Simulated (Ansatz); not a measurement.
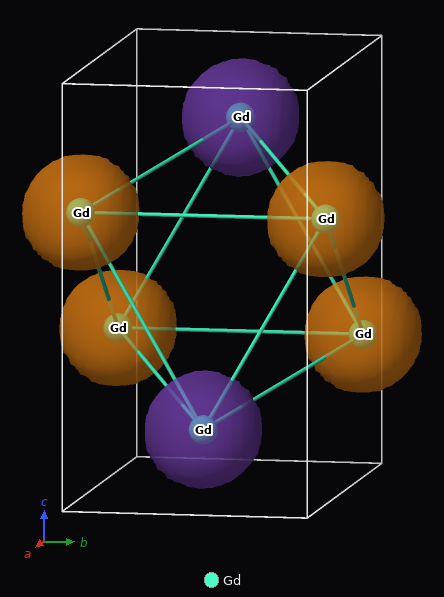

Figure 1: Gd. Isosurfaces of the magnetisation density (up minus down) at +0.3 (orange) and −0.3 e/Å³ (purple), seen slightly off an axis. Sticks mark near contacts.

Space group P6₃/mmc; spin-polarised.

Level of theory: Ansatz 0.2.0, DFT, PBE, PAW with Ansatz's default frozen-core files, scalar-relativistic.

In a PAW calculation such maps are meaningful between the atoms, not at the nuclei.

```
Gd
1.0
     0.00000    0.00000    5.78260
     3.63600    0.00000    0.00000
     0.00000    6.29774    0.00000
Gd
4
Direct
  0.25000 0.00000 0.33333
  0.25000 0.50000 0.83333
  0.75000 0.50000 0.16667
  0.75000 0.00000 0.66667
```

> Describe the spin distribution.

The spin density sits on Gd: +7.2 μB (×2) and −7.2 μB (×2) in one cell of 4 atoms: antiferromagnetic in this solution, which needn't be the ground state, with some nearest magnetic neighbours parallel and some opposed. The cell of the calculation (4 atoms) carries 0.0 μB of net spin moment.
